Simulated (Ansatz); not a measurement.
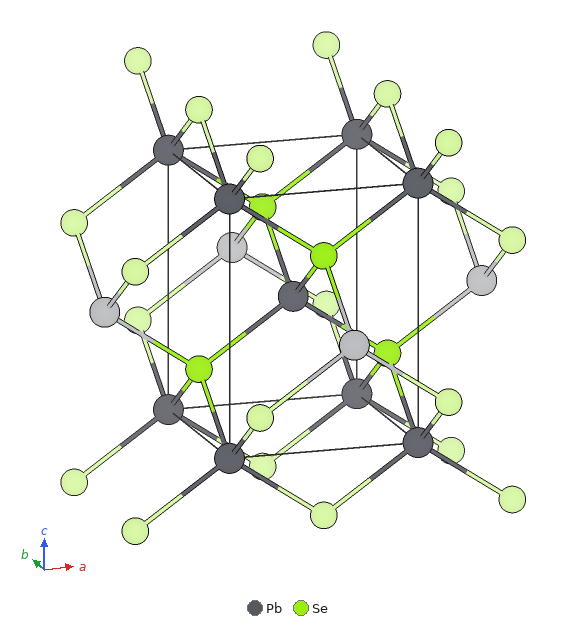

The image is a ball-and-stick drawing of a crystal, viewed slightly off an axis. The frame is the conventional unit cell; atoms at its boundary are shown with their periodic copies. Bonds that leave the box are completed with the atoms at their other ends, in fainter colours.

PbSe, space group I-4m2 (No. 119), a = 5.051 Å, b = 5.051 Å, c = 6.846 Å, α = 90.00°, β = 90.00°, γ = 90.00°. Provenance: a structure type filled with these elements by a generator (whether the compound takes this form wasn't checked). The cell was then strained or its atoms displaced on purpose. A calculation with Ansatz used it as input.

This one geometry was computed with Ansatz (DFT, plane waves, PAW) at three levels of theory: r2SCAN, HSE06 and PBE. It was relaxed with r2SCAN and then strained.

> How does the band gap change with the level of theory?

PBE: a gap of 0.78 eV, indirect; r2SCAN: a gap of 0.96 eV, indirect; HSE06: a gap of 1.14 eV, indirect.

> Collect the results in a table.

| level | cutoff (eV) | k-mesh of the run's cell | gap (eV) | pressure (GPa) |
| --- | --- | --- | --- | --- |
| r2SCAN | 500 | 6×6×6 | 0.96 | -2.4 |
| HSE06 | 420 | 4×4×4 | 1.14 | -2.3 |
| PBE | 420 | 6×6×6 | 0.78 | -1.7 |

Gaps are taken on the k-mesh or band path of each run.
